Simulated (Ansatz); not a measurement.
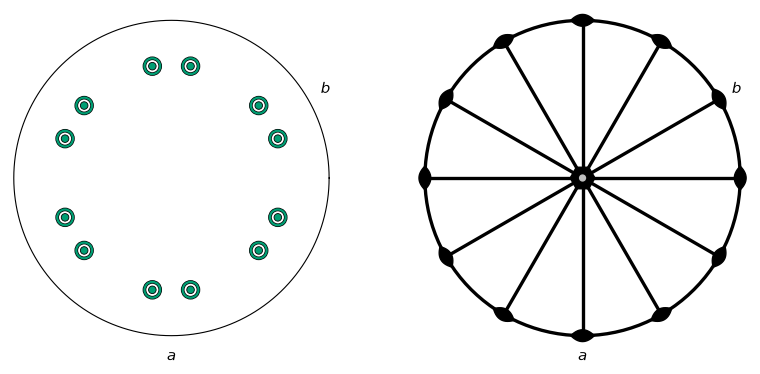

Stereographic projection: filled dots lie in the upper hemisphere, open rings in the lower; heavy lines are mirror planes (a heavy rim: a mirror in the plane of the page); lens, triangle, square and hexagon are 2-, 3-, 4- and 6-fold axes, a lens in an open square is −4, a triangle in an open hexagon −6; thin dashed diameters join the ends of axes that lie in the page; a small open circle marks inversion. The c axis points at the viewer. Left: one general form; right: the symmetry elements. Computed from the symmetry operations of a computed or model structure of composition MgO.

Question: Which point group is this?

Answer: 6/mmm (D6h), order 24, hexagonal system: one sixfold axis, six twofold axes, seven mirror planes, an inversion centre.

Question: Can such a crystal be piezoelectric, pyroelectric or chiral?

Answer: It is centrosymmetric, so neither piezoelectric nor pyroelectric; it is not chiral.
